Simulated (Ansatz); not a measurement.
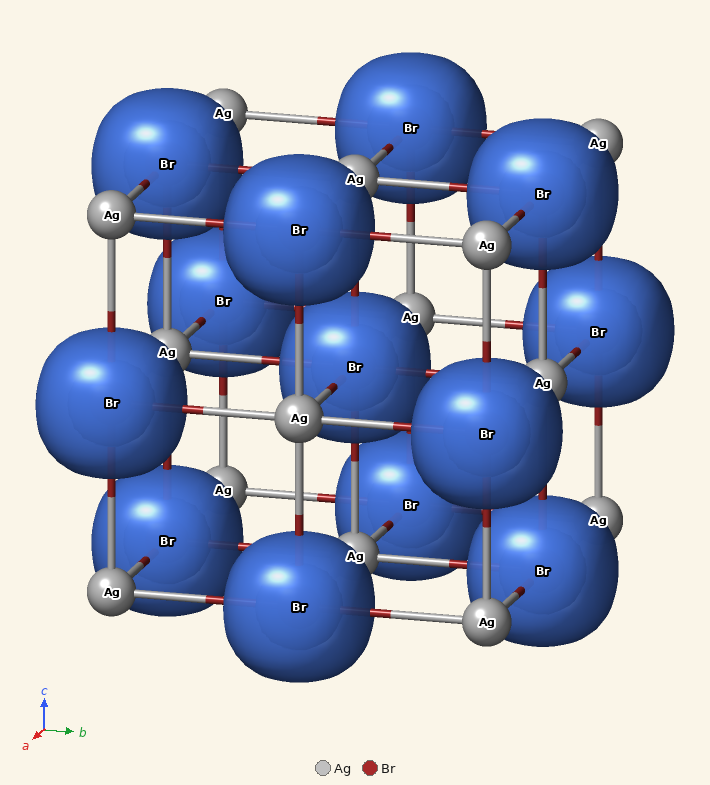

The picture shows: AgBr. Isosurface of the electron localisation function at 0.75 (blue), seen slightly off an axis. Only the valence region is drawn (cores and ρ < 0.01 e/Å³ removed). Sticks mark near contacts.

Space group Fm-3m.

Method: Kohn-Sham DFT of a periodic cell, PBE, Ansatz PAW (Ansatz 0.2.0).

```xyz
8
Lattice="5.8529 0.0000 0.0000 0.0000 5.8529 0.0000 0.0000 0.0000 5.8529" Properties=species:S:1:pos:R:3 pbc="T T T"
Ag    0.0000    0.0000    0.0000
Ag    2.9264    2.9264    0.0000
Ag    2.9264    0.0000    2.9264
Ag    0.0000    2.9264    2.9264
Br    2.9264    0.0000    0.0000
Br    0.0000    2.9264    0.0000
Br    0.0000    0.0000    2.9264
Br    2.9264    2.9264    2.9264
```

Question: What do the ELF domains correspond to?

Answer: At this value the surface marks out four regions wrapped around Br (the valence shell of each), counted in one cell of 8 atoms. Regions shared between cells count once. Along the contacts the grid gives the following. Ag–Br (2.93 Å): the ELF is about 0.20 at the midpoint.

Question: Metal or insulator at this level of theory?

Answer: It is gapped, with a Kohn–Sham gap of 0.69 eV on the k-point mesh (the band edges may lie off the mesh, which would make the gap smaller).
